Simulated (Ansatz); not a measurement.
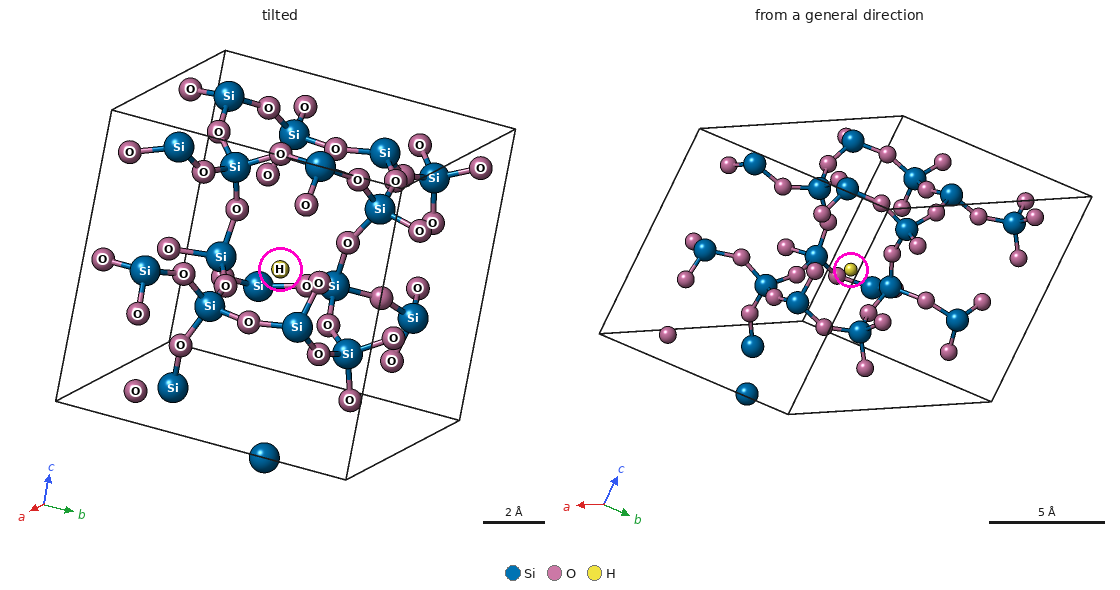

Ball-and-stick representation of a periodic structure, projected slightly off an axis and from a general direction. The supercell is drawn as a box. The host is SiO2, in a cell of 48 sites, and the cell carries a charge of -1. A ring marks the defect's site.

Where does the cell differ from the host, and how?

Answer. An interstitial hydrogen atom. It is bonded to no bonds drawn.

The atoms were relaxed in the host's cell with DFT PBE, scalar-relativistic, plane waves, PAW (Ansatz 0.2.0).
